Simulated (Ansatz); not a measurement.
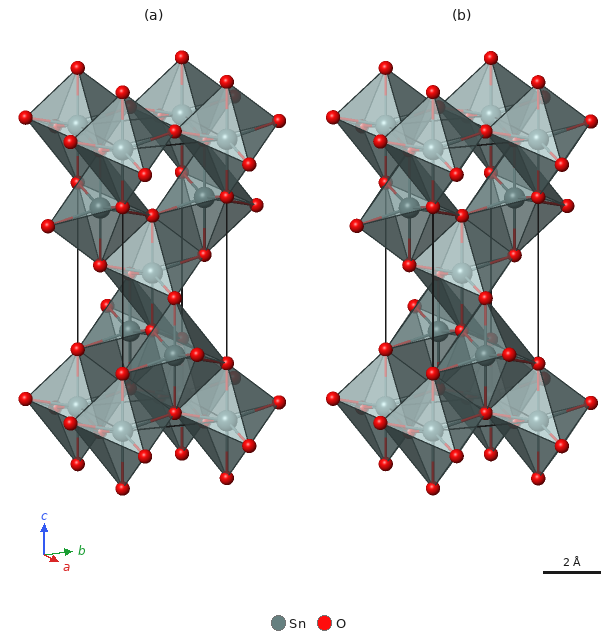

Left: solid SnO₂ (built on the database structure type) at its r2SCAN-relaxed geometry. Right: the same structure after one change, at the same scale. Style: polyhedral. Shown: the conventional cell (2 times the calculation's cell), slightly off an axis. Lengths and directions refer to the drawn axes.

Theory: DFT, PBE, plane waves, PAW in Ansatz. Set-up: plane-wave cutoff 420 eV; k-point mesh 10 × 10 × 10; occupations fermi dirac; smearing width 0.02 eV; no spin polarisation.

> Which change leads from the left to the right?

The cell is strained by +2.3 % along [1 1 0], −2.3 % along [1 −1 0], none along the third axis (volume −0.1 %). The atoms were relaxed with r2SCAN under that strain, and this is a single point on that geometry.

> And its effect?

It costs 3.4 meV per atom. The pressure goes from 6.8 to 6.8 GPa. The principal stresses (compression positive) are 8.3 GPa along [1 −1 0], 7.0 GPa along c, 5.1 GPa along [1 1 0]. The largest forces, 0.091 eV/Å, act on 4 O atoms of the calculation's cell. The space group (tolerance 0.01 Å) goes from I4_1/amd (No. 141) to Fddd (No. 70).
